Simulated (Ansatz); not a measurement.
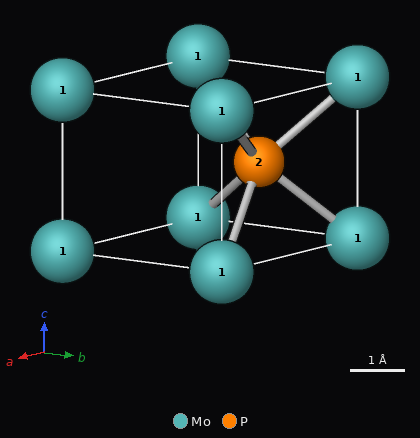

*The structure as given in the input (ball-and-stick view of the cell of the calculation, seen at an oblique angle; atoms are numbered from 1 in the order of the input). An atom can appear more than once, as a periodic image.*

Near neighbours in the periodic cell (some may lie outside the picture): Mo has 6 P at 2.45 Å; P has 6 Mo at 2.45 Å.

Geometry relaxation, with input and output: MoP

- system: MoP (2 atoms in the cell)
- method: DFT PBE, scalar-relativistic, plane waves, PAW, no spin polarisation (Ansatz 0.2.0)

The structure derives from an entry of the Crystallography Open Database. Figures and captions count atoms from 1; the log counts them from 0 in places.

Log
```
Engine: ansatz 0.2.0, x86_64-unknown-linux-gnu
Pseudopotentials: kind: paw
Pseudopotential: Mo, paw, valence charge 14, recommended cutoff 420 eV (normal), Mo.paw.azcp
Pseudopotential: P, paw, valence charge 5, recommended cutoff 420 eV (normal), P.paw.azcp
Functional definition: PBE
  parameter kappa = 0.804
  parameter beta = 0.06672455060314922
  exchange = pbe_x(kappa = kappa, mu = beta*pi^2/3)
  correlation = pbe_c(beta = beta)
Crystal: 2 atoms, lattice volume = 28.706 Å³
Basis set: ecut = 420 eV, 551 PW (Γ), exchange–correlation on 48×48×48 points (8 copies of the dense FFT grid, shifted against one another)
Bands: 14, of which v1, the nominal top of the filled ones, is band 10 counted from 1 (9 counted from 0)
Symmetry: 12 space group operations
Space group: P-6m2 (ITA 187), of the structure as read, at distance tolerance 3.1e-5 Å
k-points: 296 of 4536 (time reversal used)
Non-local potential: Mo, projectors of the file, l = 0: 3, l = 1: 2, l = 2: 2, l = 3: 1
Non-local potential: P, projectors of the file, l = 0: 2, l = 1: 2, l = 2: 2
PAW form: soft (Blöchl's): semilocal exchange-correlation on the pseudo side does not see the compensation charge
PAW one-centre angular grid: Mo, 590 points (default); XC on 64 Gauss nodes
PAW one-centre angular grid: P, 110 points (default); XC on 64 Gauss nodes
Initial density: superposition of atomic densities (neutral atoms: chi_scale 0, normalization atom), corrected by the library's trained network
Initial wavefunctions: pseudopotential atomic-orbital guess
Functional: x = pbe(κ = 0.804, μ = 0.2195149727645171), c = pbe(β = 0.06672455060314922)
SCF iter   1: F=—  HF=-5713.063895 eV  |F-HF|=—  |Δ(HF+E_count)|=         —  Δρ=6.77e-3  dr2=5.55e-3  ethr=1.77e-3  ⟨swp⟩=5.1  Hψ=24337  notcnv=0
preconditioner: auto → none  [metal: Δε(μ)=0.037 eV  Ē_g=8.823 eV  σ=0.100 eV  W_gap=0.20  n_scr=8 (ndim 8)  ℏωp=23.0 eV  f_vac=0.000  D(μ)=0.88/eV (n_scr^D=8)  sad-step TF]
SCF iter   2: F=—  HF=-5713.064895 eV  |F-HF|=—  |Δ(HF+E_count)|=   1.00e-3  Δρ=4.01e-3  dr2=2.38e-3  ethr=2.92e-5  ⟨swp⟩=1.1  Hψ=6541  notcnv=0
SCF iter   3: F=—  HF=-5713.065447 eV  |F-HF|=—  |Δ(HF+E_count)|=   5.52e-4  Δρ=3.10e-4  dr2=1.75e-5  ethr=1.25e-5  ⟨swp⟩=2.1  Hψ=5642  notcnv=0
SCF iter   4: F=—  HF=-5713.065447 eV  |F-HF|=—  |Δ(HF+E_count)|=   1.23e-7  Δρ=6.84e-5  dr2=7.85e-7  ethr=9.22e-8  ⟨swp⟩=2.0  Hψ=6588  notcnv=0
iter 5 did not close the SCF: its close was put off for the readings that it lacked (scf_convergence_deferred on its scf_iter line)
SCF iter   5: F=-5713.065447 eV  HF=-5713.065447 eV  |F-HF|=1.24e-9  |Δ(HF+E_count)|=   2.32e-7  Δρ=1.42e-5  dr2=4.12e-8  ethr=4.13e-9  ⟨swp⟩=2.7  Hψ=6405  notcnv=0
SCF iter   6: F=-5713.065447 eV  HF=-5713.065447 eV  |F-HF|=1.79e-10  |Δ(HF+E_count)|=   1.08e-8  Δρ=2.37e-6  dr2=1.08e-9  ethr=2.17e-10  ⟨swp⟩=6.7  Hψ=24061  notcnv=0
SCF 1 converged in 6 iterations: F = -5713.065447 eV  dr2 = 1.08e-9
  greatest PAW one-centre occupation: 0.998 electrons in one spin orbital (limit 2), on the Mo atom at site 0 (counted from 0), in its partial waves of l = 0
relax step   1: F+E_penalty+E_count = -5713.06544749 eV  Δ(F+E_penalty+E_count) = +0.000e0 eV  max|allowed force component| = 2.776e-17 eV/Å  Δτ_max = 0.0000 Å  P = +2.686 GPa  Ω = 28.706 Å³  (6 SCF iters, dr2 threshold 1.00e-7 eV, accepted)
Crystal: 2 atoms, lattice volume = 29.200 Å³
Basis set: ecut = 420 eV, 599 PW (Γ), exchange–correlation on 48×48×48 points (8 copies of the dense FFT grid, shifted against one another)
Initial density: handed on by an earlier stage of this run
Initial wavefunctions: those handed on with the density
iter 1 solved again at ethr=3.19e-6 eV; its pass at ethr=3.10e-3 eV (dr2=6.07e-4 eV) is discarded
SCF iter   1: F=—  HF=-5713.067476 eV  |F-HF|=—  |Δ(HF+E_count)|=         —  Δρ=1.53e-3  dr2=6.71e-4  ethr=3.19e-6  ⟨swp⟩=1.9  Hψ=28734  notcnv=0
preconditioner: auto → none  [metal: Δε(μ)=0.015 eV  Ē_g=8.702 eV  σ=0.100 eV  W_gap=0.09  n_scr=8 (ndim 8)  ℏωp=22.8 eV  f_vac=0.000  D(μ)=0.95/eV (n_scr^D=8)]
SCF iter   2: F=—  HF=-5713.067340 eV  |F-HF|=—  |Δ(HF+E_count)|=   1.36e-4  Δρ=6.78e-4  dr2=9.96e-5  ethr=3.19e-6  ⟨swp⟩=2.1  Hψ=5721  notcnv=0
SCF iter   3: F=—  HF=-5713.067334 eV  |F-HF|=—  |Δ(HF+E_count)|=   5.98e-6  Δρ=1.52e-4  dr2=3.92e-6  ethr=5.24e-7  ⟨swp⟩=1.8  Hψ=5387  notcnv=0
iter 4 did not close the SCF: its close was put off for the readings that it lacked (scf_convergence_deferred on its scf_iter line)
SCF iter   4: F=-5713.067334 eV  HF=-5713.067334 eV  |F-HF|=1.42e-8  |Δ(HF+E_count)|=   3.97e-7  Δρ=1.57e-5  dr2=2.83e-8  ethr=2.06e-8  ⟨swp⟩=2.1  Hψ=5773  notcnv=0
iter 5 did not close the SCF: its close was put off for the readings that it lacked (scf_convergence_deferred on its scf_iter line)
SCF iter   5: F=-5713.067334 eV  HF=-5713.067334 eV  |F-HF|=3.17e-10  |Δ(HF+E_count)|=   2.25e-8  Δρ=2.48e-6  dr2=6.45e-10  ethr=1.49e-10  ⟨swp⟩=2.3  Hψ=6462  notcnv=0
SCF iter   6: F=-5713.067334 eV  HF=-5713.067334 eV  |F-HF|=3.46e-11  |Δ(HF+E_count)|=  5.13e-10  Δρ=4.01e-7  dr2=4.30e-11  ethr=3.39e-12  ⟨swp⟩=4.2  Hψ=20036  notcnv=0
SCF 2 converged in 6 iterations: F = -5713.067334 eV  dr2 = 4.30e-11
relax step   2: F+E_penalty+E_count = -5713.06733424 eV  Δ(F+E_penalty+E_count) = -1.887e-3 eV  max|allowed force component| = 2.776e-17 eV/Å  Δτ_max = 0.0000 Å  P = -0.752 GPa  Ω = 29.200 Å³  energy of the carried Pulay correction = -1.173e-4 eV  (6 SCF iters, dr2 threshold 2.00e-7 eV, accepted)
Crystal: 2 atoms, lattice volume = 29.067 Å³
Basis set: ecut = 420 eV, 575 PW (Γ), exchange–correlation on 48×48×48 points (8 copies of the dense FFT grid, shifted against one another)
iter 1 solved again at ethr=7.08e-7 eV; its pass at ethr=3.10e-3 eV (dr2=1.34e-4 eV) is discarded
SCF iter   1: F=—  HF=-5713.068461 eV  |F-HF|=—  |Δ(HF+E_count)|=         —  Δρ=7.33e-4  dr2=1.39e-4  ethr=7.08e-7  ⟨swp⟩=2.7  Hψ=27757  notcnv=0
preconditioner: auto → none  [metal: Δε(μ)=0.009 eV  Ē_g=8.732 eV  σ=0.100 eV  W_gap=0.05  n_scr=8 (ndim 8)  ℏωp=22.8 eV  f_vac=0.000  D(μ)=0.93/eV (n_scr^D=8)]
SCF iter   2: F=—  HF=-5713.068424 eV  |F-HF|=—  |Δ(HF+E_count)|=   3.76e-5  Δρ=2.96e-4  dr2=1.40e-5  ethr=7.08e-7  ⟨swp⟩=2.5  Hψ=6135  notcnv=0
SCF iter   3: F=—  HF=-5713.068423 eV  |F-HF|=—  |Δ(HF+E_count)|=   5.93e-7  Δρ=8.44e-5  dr2=9.84e-7  ethr=7.35e-8  ⟨swp⟩=1.1  Hψ=4285  notcnv=0
iter 4 did not close the SCF: its close was put off for the readings that it lacked (scf_convergence_deferred on its scf_iter line)
SCF iter   4: F=-5713.068423 eV  HF=-5713.068423 eV  |F-HF|=8.99e-10  |Δ(HF+E_count)|=   1.01e-7  Δρ=5.95e-6  dr2=4.13e-9  ethr=5.18e-9  ⟨swp⟩=1.6  Hψ=5082  notcnv=0
iter 5 did not close the SCF: its close was put off for the readings that it lacked (scf_convergence_deferred on its scf_iter line)
SCF iter   5: F=-5713.068423 eV  HF=-5713.068423 eV  |F-HF|=5.46e-12  |Δ(HF+E_count)|=   2.83e-9  Δρ=7.23e-7  dr2=6.93e-11  ethr=2.18e-11  ⟨swp⟩=2.1  Hψ=6454  notcnv=0
SCF iter   6: F=-5713.068423 eV  HF=-5713.068423 eV  |F-HF|=1.82e-12  |Δ(HF+E_count)|=  2.55e-11  Δρ=1.00e-7  dr2=2.10e-12  ethr=1.00e-12  ⟨swp⟩=4.0  Hψ=19006  notcnv=0
SCF 3 converged in 6 iterations: F = -5713.068423 eV  dr2 = 2.10e-12
relax step   3: F+E_penalty+E_count = -5713.06842342 eV  Δ(F+E_penalty+E_count) = -1.089e-3 eV  max|allowed force component| = 1.850e-17 eV/Å  Δτ_max = 0.0000 Å  P = -0.011 GPa  Ω = 29.067 Å³  energy of the carried Pulay correction = -8.794e-5 eV  (6 SCF iters, dr2 threshold 2.00e-7 eV, accepted)
Initial wavefunctions: pseudopotential atomic-orbital guess (no wavefunctions were taken with the density)
iter 1 solved again at ethr=2.41e-8 eV; its pass at ethr=3.10e-3 eV (dr2=4.58e-6 eV) is discarded
SCF iter   1: F=—  HF=-5713.068511 eV  |F-HF|=—  |Δ(HF+E_count)|=         —  Δρ=6.47e-5  dr2=4.26e-8  ethr=2.41e-8  ⟨swp⟩=3.1  Hψ=36673  notcnv=0
preconditioner: auto → none  [metal: Δε(μ)=0.009 eV  Ē_g=8.731 eV  σ=0.100 eV  W_gap=0.05  n_scr=8 (ndim 8)  ℏωp=22.8 eV  f_vac=0.000  D(μ)=0.93/eV (n_scr^D=8)]
SCF iter   2: F=—  HF=-5713.068513 eV  |F-HF|=—  |Δ(HF+E_count)|=   2.01e-6  Δρ=3.22e-5  dr2=9.58e-9  ethr=2.24e-10  ⟨swp⟩=1.9  Hψ=5546  notcnv=0
SCF iter   3: F=—  HF=-5713.068513 eV  |F-HF|=—  |Δ(HF+E_count)|=   8.10e-7  Δρ=1.63e-6  dr2=1.42e-10  ethr=5.04e-11  ⟨swp⟩=2.0  Hψ=6960  notcnv=0
iter 4 did not close the SCF: its close was put off for the readings that it lacked (scf_convergence_deferred on its scf_iter line)
SCF iter   4: F=-5713.068513 eV  HF=-5713.068513 eV  |F-HF|=3.09e-11  |Δ(HF+E_count)|=   1.82e-9  Δρ=2.61e-7  dr2=5.03e-12  ethr=1.00e-12  ⟨swp⟩=2.9  Hψ=6830  notcnv=0
iter 5 did not close the SCF: its close was put off for the readings that it lacked (scf_convergence_deferred on its scf_iter line)
SCF iter   5: F=-5713.068513 eV  HF=-5713.068513 eV  |F-HF|=0.00e0  |Δ(HF+E_count)|=  3.37e-11  Δρ=2.29e-8  dr2=1.04e-13  ethr=1.00e-12  ⟨swp⟩=1.0  Hψ=4144  notcnv=0
iter 6 did not close the SCF: its close was put off for the readings that it lacked (scf_convergence_deferred on its scf_iter line)
SCF iter   6: F=-5713.068513 eV  HF=-5713.068513 eV  |F-HF|=2.73e-12  |Δ(HF+E_count)|=  2.73e-12  Δρ=4.40e-9  dr2=2.83e-15  ethr=1.00e-12  ⟨swp⟩=1.0  Hψ=4144  notcnv=0
iter 7 did not close the SCF: its close was put off for the readings that it lacked (scf_convergence_deferred on its scf_iter line)
SCF iter   7: F=-5713.068513 eV  HF=-5713.068513 eV  |F-HF|=0.00e0  |Δ(HF+E_count)|=  1.82e-12  Δρ=1.02e-9  dr2=1.69e-16  ethr=1.00e-12  ⟨swp⟩=1.0  Hψ=4144  notcnv=0
SCF iter   8: F=-5713.068513 eV  HF=-5713.068513 eV  |F-HF|=0.00e0  |Δ(HF+E_count)|=  1.82e-12  Δρ=2.15e-10  dr2=3.96e-18  ethr=1.00e-12  ⟨swp⟩=2.0  Hψ=10519  notcnv=0
SCF 4 converged in 8 iterations: F = -5713.068513 eV  dr2 = 3.96e-18
relax step   4: F+E_penalty+E_count = -5713.06851348 eV  Δ(F+E_penalty+E_count) = -9.006e-5 eV  max|allowed force component| = 4.626e-17 eV/Å  Δτ_max = 0.0000 Å  P = -0.010 GPa  Ω = 29.067 Å³  stress off target by 2.63e-2 GPa  SCF on the basis re-selected at this cell (its energy is not comparable with the rows above)  (8 SCF iters)
```

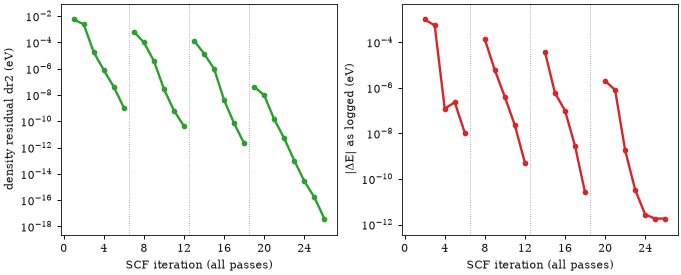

*Convergence of the self-consistent field: density residual dr2 and size of the energy change against the SCF iteration. The dotted lines part the SCF passes of the relaxation: geometry steps, rejected trials and re-solves on a re-selected basis.*

The passes take 6, 6, 6 and 8 iterations.

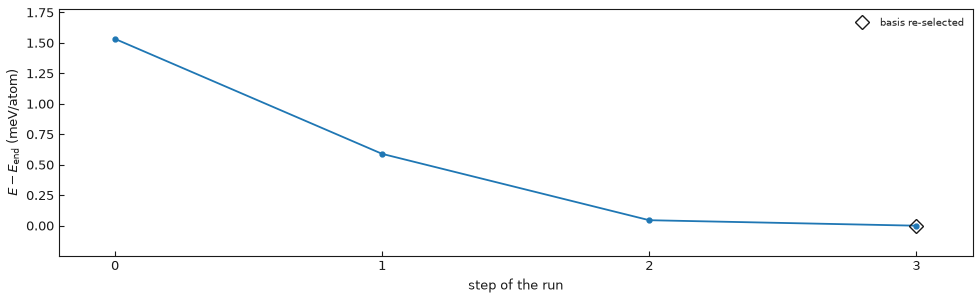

*Progress of the relaxation, step by step (the first geometry is step 0 here and step 1 in the log).*

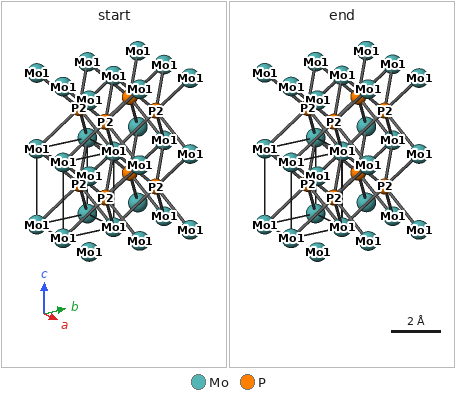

*Before (left) and after (right) the relaxation, at one scale (ball-and-stick view of the cell of the calculation, repeated 2 × 2 × 2, seen slightly off an axis).*

The energy falls by 1.5 meV per atom in 2 geometry steps. All forces vanish by symmetry, so only the cell relaxes. The pressure goes from 2.69 to −0.01 GPa. The atoms keep their places relative to the cell (all moves are under 0.005 Å). The volume changes by +1.3 %, with a = b 3.223 → 3.241 Å (+0.6 %), c 3.191 → 3.195 Å (+0.1 %). Among the contacts that change: Mo1–P2 2.451 → 2.460 Å. The space group stays P-6m2 (No. 187). A last SCF at the same geometry on a re-selected plane-wave basis shifts the energy by next to nothing (0.0 meV per atom). (Atoms are counted from 1 in the order of the input.)

```
basis re-selected at this cell: Δ(F+E_penalty+E_count) = -9.006e-5 eV, ΔP = +0.001 GPa vs the last step (what re-selecting the basis moved, of the pressure what is left beyond the Pulay correction that the steps carried, after the strain that the cell walked since its last selection, with what the two solves' SCF thresholds leave and, on support functions, any second-order correction that the steps lacked; it is no measure of the basis error at this ecutwfc). This SCF's stress stands 2.63e-2 GPa from its target on what of the cell is left free (relax.cell.stress_tol is 5.00e-2 GPa) and its largest allowed force component is 4.63e-17 eV/Å (relax.f_tol is 5.00e-3 eV/Å): within both
SCF converged after 8 iterations
Free energy (F): -5713.068513 eV
Harris-Foulkes:  -5713.068513 eV  (|F-HF|=0.00e0)
Internal energy: -5713.063877 eV  (E = F + TS)
E sigma→0 (E₀):  -5713.066195 eV
Entropy (-TS):   -0.004636 eV (-2.318 meV/atom)
Fermi energy:    16.981922 eV
--- Per-component energies (eV) ---
  E_band       = -67.060811
  E_kinetic    = 516.616020
  E_local      = -1034.986363  (includes V_loc(G=0)·N_el)
  E_nonlocal   = 176.229880
  E_hartree    = 359.784671
  E_xc         = -247.238584
  E_vxc        = -292.863332  (∫ρ·V_xc dr)
  E_paw        = -3770.775204  (= ΣΔE_a)
  E_vpaw       = -151.626412  (= ΣTr[D̂ρ^β])
  E_aug_tail   = 0.000053  (compensation charges beyond the density's cutoff)
  E_ewald      = -1712.694351
  E_smearing   = -0.004636  (= −TS)
  E_closure    = -0.000000  (closes the sum)
  Σ components = -5713.068513   (vs F -5713.068513, Δ=0.00e0)
--- Forces (eV/Å), atoms counted from 1 ---
  atom   1  Mo    -0.00000000     0.00000000     0.00000000
  atom   2  P     -0.00000000    -0.00000000     0.00000000
  max |Σ_I F_I| component: 2.04e-16 eV/Å
--- Stress (GPa, compression-positive) ---
       -0.026318      -0.000000       0.000000
       -0.000000      -0.026318       0.000000
        0.000000       0.000000       0.022794
  P = ⅓ Tr σ = -0.0099 GPa (-0.099 kbar)
--- Band table (eV; the first three rows and the last of 296) ---
  k-point 0: bands = ["-44.2019", "-18.3412", "-18.1499", "-18.1499", "3.1650", "12.9054", "13.7178", "13.7178", "16.3322", "17.2736", "17.2736", "21.0739", "21.0739", "22.4788"]
  k-point 1: bands = ["-44.2009", "-18.3557", "-18.1487", "-18.1487", "3.2472", "12.8046", "13.7566", "13.7566", "16.2861", "17.0592", "17.0592", "21.2452", "21.2452", "22.5523"]
  k-point 2: bands = ["-44.1982", "-18.3961", "-18.1452", "-18.1452", "3.4879", "12.4555", "13.8676", "13.8676", "16.2808", "16.5711", "16.5711", "21.4900", "21.4900", "22.7542"]
  k-point 295: bands = ["-44.1498", "-18.5465", "-18.3487", "-18.3212", "6.2290", "10.2160", "11.3401", "13.7900", "15.7213", "18.5294", "20.2064", "21.1273", "21.2452", "21.8860"]
--- Relaxed structure (3 steps of the walk, 3 accepted, 1 SCFs on fresh bases) ---
  F+E_penalty+E_count = -5713.06851348 eV   max|allowed force component| = 4.626e-17 eV/Å   (the final SCF, on the basis selected at the relaxed cell)
  cell:  # Å, volume = 29.0671 Å³
    - [3.2410431062394047, 2.9029155765779373e-11, 0.0]
    - [-1.6205215531448423, 2.8068256647492373, 0.0]
    - [0.0, 0.0, 3.195226661612334]
  atoms:
    - { symbol: Mo, position: [6.162975822039155e-33, -3.7007434155248937e-17, 0.0] }
    - { symbol: P, position: [0.3333333333333333, 0.6666666666666666, 0.5] }
```

Trajectory as extended XYZ (Å, eV, eV/Å), 4 frames, from step=1 to step=4
```
2
Lattice="3.2230 0.0000 0.0000 -1.6115 2.7912 0.0000 0.0000 0.0000 3.1910" Properties=species:S:1:pos:R:3:forces:R:3 step=1 energy=-5713.06545 pressure_GPa=2.69
Mo    0.0000    0.0000    0.0000    0.0000   0.0000   0.0000
P     0.0000    1.8608    1.5955    0.0000   0.0000   0.0000
2
Lattice="3.2536 0.0000 0.0000 -1.6268 2.8177 0.0000 0.0000 0.0000 3.1851" Properties=species:S:1:pos:R:3:forces:R:3 step=2 energy=-5713.06733 pressure_GPa=-0.75
Mo    0.0000    0.0000    0.0000    0.0000   0.0000   0.0000
P     0.0000    1.8785    1.5926    0.0000   0.0000   0.0000
2
Lattice="3.2410 0.0000 0.0000 -1.6205 2.8068 0.0000 0.0000 0.0000 3.1952" Properties=species:S:1:pos:R:3:forces:R:3 step=3 energy=-5713.06842 pressure_GPa=-0.01
Mo    0.0000    0.0000    0.0000    0.0000   0.0000   0.0000
P     0.0000    1.8712    1.5976    0.0000   0.0000   0.0000
2
Lattice="3.2410 0.0000 0.0000 -1.6205 2.8068 0.0000 0.0000 0.0000 3.1952" Properties=species:S:1:pos:R:3:forces:R:3 step=4 energy=-5713.06851 pressure_GPa=-0.01
Mo    0.0000    0.0000    0.0000    0.0000   0.0000   0.0000
P     0.0000    1.8712    1.5976    0.0000   0.0000   0.0000
```

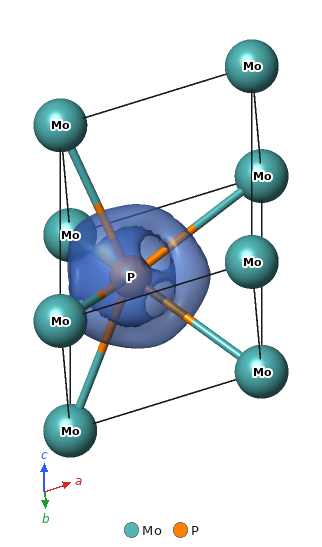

*Isosurface of the ELF at 0.7 (blue), seen at an oblique angle. Only the valence region is drawn (cores and ρ < 0.01 e/Å³ removed). Sticks mark near contacts. The outline is the cell set on symmetry axes.*

Profiles from the grid: Mo–P (2.46 Å): the ELF is about 0.45 at the midpoint. Core electrons are frozen (PAW), so the fields are smoothed inside the atomic spheres.

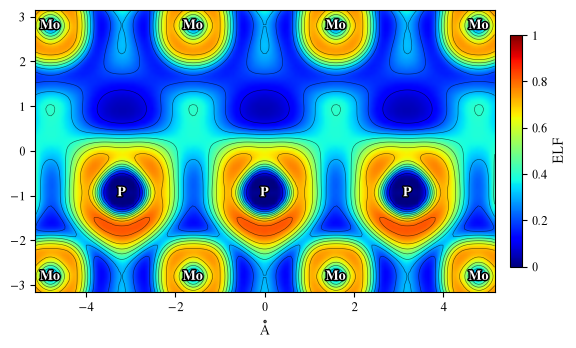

*ELF on the (110) plane of the conventional cell.*

The section cuts through Mo and P sites. Mo–P (2.46 Å): the ELF is about 0.45 at the midpoint. The strong features right at Mo lie inside the PAW spheres (semicore, d or f shells) and say nothing about bonding.

The run was set up as follows.

Input
```yaml
crystal:
  lattice:
    - [3.2230000535, 0.0, 0.0]
    - [-1.6115000268, 2.7911999227, 0.0]
    - [0.0, 0.0, 3.191]
  atoms:
    - { symbol: Mo, position: [0.0, 0.0, 0.0] }
    - { symbol: P, position: [0.3333333333, 0.6666666667, 0.5] }
basis:
  ecutwfc: 420
kpoints:
  mp_grid: { grid: [18, 18, 14] }
hamiltonian:
  xc: pbe
scf:
  occupations: { method: gaussian, width: 0.1 }
output:
  forces: true
  stress: true
  eigenvalues: true
  write_density: true
  write_potential: true
  elf: true
  volumetric_format: npy
relax:
  adjacent_minimum: "off"
  f_tol: 0.005
  max_steps: 80
  cell: { stress_tol: 0.05 }
```

Run as:
```bash
ansatz run input.yaml --threads 1 --pin off --max-ram 2560MiB --backend cpu --events-out ev --progress --plain --runs-dir out
```

Results in brief

- outcome: converged
- space group (tolerance 0.01 Å): P-6m2 (187)
- electrons treated: 19
- free energy: −5713.0685 eV
- Fermi energy: 16.982 eV
- gap on the k-point mesh: none (metallic)
- pressure: −0.01 GPa
- final volume: 29.07 Å³
- largest force (length of the vector) at the end: under 0.001 eV/Å
- final cell: a = 3.241 Å, b = 3.241 Å, c = 3.195 Å, α = 90.00°, β = 90.00°, γ = 120.00°
- hardware: 1 thread of Intel Xeon @ 2.50GHz (Skylake/Cascade Lake), 189 GiB of memory available, shared host
- wall time: 1.9 min
- peak memory: 0.47 GiB
